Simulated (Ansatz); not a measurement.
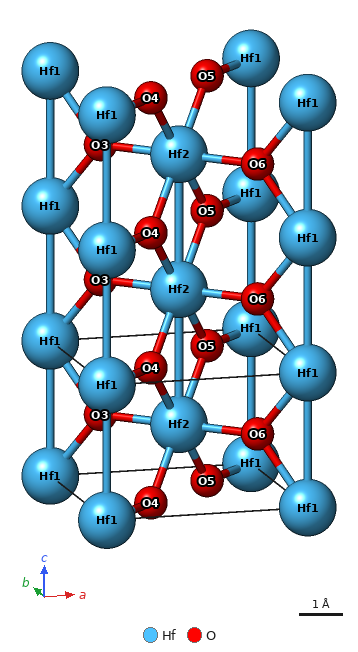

The starting point is crystalline HfO₂ (set up in P4_2/mnm). Style: ball-and-stick. Shown: the cell of the calculation, repeated 1 × 1 × 3 with one cell outlined, slightly off an axis.

All numbers below come from DFT PBE, scalar-relativistic, plane waves, PAW in Ansatz. Settings: plane-wave cutoff 420 eV; k-point mesh 6 × 6 × 8; occupations gaussian; smearing width 0.02 eV; no spin polarisation.

Now this is done to it. The crystal is put under a hydrostatic pressure of 90 GPa. Cell and atoms are relaxed at that pressure.

Input file:
```yaml
crystal:
  lattice:
    - [4.4414164616, 0.0, 0.0]
    - [0.0, 4.4414164616, 0.0]
    - [0.0, 0.0, 3.0445652776]
  atoms:
    - { symbol: Hf, position: [0.0, 0.0, 0.0] }
    - { symbol: Hf, position: [0.5, 0.5, 0.5] }
    - { symbol: O, position: [0.1952913775, 0.8047086225, 0.5] }
    - { symbol: O, position: [0.3047086225, 0.3047086225, 0.0] }
    - { symbol: O, position: [0.6952913775, 0.6952913775, 0.0] }
    - { symbol: O, position: [0.8047086225, 0.1952913775, 0.5] }
basis:
  ecutwfc: 420
kpoints:
  mp_grid: { grid: [6, 6, 8] }
hamiltonian:
  xc: pbe
scf:
  occupations: { method: gaussian, width: 0.02 }
output:
  forces: true
  stress: true
  eigenvalues: true
relax:
  adjacent_minimum: "off"
  f_tol: 0.008
  max_steps: 50
  cell: { stress_tol: 0.08, p_target: 90.0 }
```

Run as
```bash
ansatz run input.yaml --threads 1 --pin off --max-ram 2560MiB --backend cpu --events-out ev --progress --plain --runs-dir out
```

What does the calculation give for the changed structure?

Answer. It costs 657 meV per atom. The pressure goes from 0.0 to 90.0 GPa. The gap on the k-mesh: 3.90 eV before, 4.63 eV after. The drawn cell changes as follows: a = b 4.880 → 4.400 Å (−9.9 %), c 3.238 → 3.082 Å (−4.8 %); the volume changes by −22.6 %. The largest moves relative to the cell, 0.005 Å, are those of O3, O4, O5 and O6. O5 goes along [−1 −1 0]. Hf stays in place. Among the bonded contacts that change: Hf–O 2.105 → 1.904 to 1.958 Å, Hf–Hf 3.238 → 3.082 Å. The space group stays P4_2/mnm (No. 136).

Drawn alike, the variant:

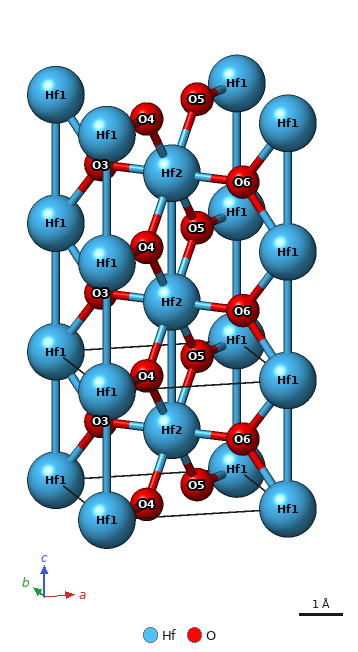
